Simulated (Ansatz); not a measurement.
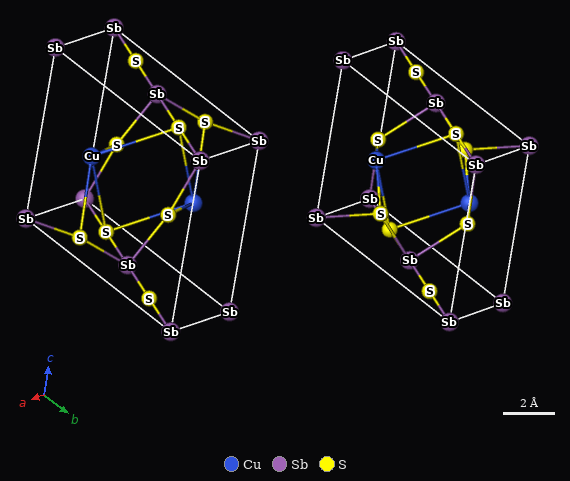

Two geometries of crystalline CuSbS3 (built on the SrTiO3-140 type type), drawn at one scale. One is the start of a relaxation, the other its converged end. Style: ball-and-stick. Shown: the cell of the calculation, slightly off an axis.

All numbers below come from Ansatz, DFT, PBEsol, plane waves, PAW. (plane-wave cutoff 420 eV; k-point mesh 4 × 4 × 4; occupations fermi dirac; smearing width 0.03 eV; no spin polarisation; cell and atoms relaxed; force threshold 0.01 eV/Å; at most 120 steps)

Which one is relaxed?

Answer. The right one is the relaxed one. After 9 accepted moves (12 points after the start) the energy has fallen by 505 meV per atom. Largest force component: 0.32 eV/Å at the start, 0.00033 eV/Å at the end. Pressure: −6.85 GPa at the start and −0.01 GPa at the end. The line search rejected the trial steps at points 7, 9 of the run. The SCF was repeated once at an unchanged geometry on a basis and grid sized afresh for the cell, which shifted the energy by 1.0 meV per atom at most. The largest moves relative to the cell, 1.07 Å, are those of S atoms. Cu and Sb stay in place. The drawn cell changes as follows: a = b = c 7.388 → 6.807 Å (−7.9 %), α 120.2° → 120.6°, β 120.2° → 120.6°, γ 89.7° → 89.0°; the volume changes by −22.3 %. Some distances before and after: S–S 4.775 → 2.240 Å, Cu–S 3.543 → 2.674 Å, Cu–S 3.686 → 3.373 Å, S–Sb 2.618 → 2.428 Å. Bond angles that change, for instance: Sb–S–Sb 170.4° → 124.1°. The space group stays I4/mcm (No. 140).
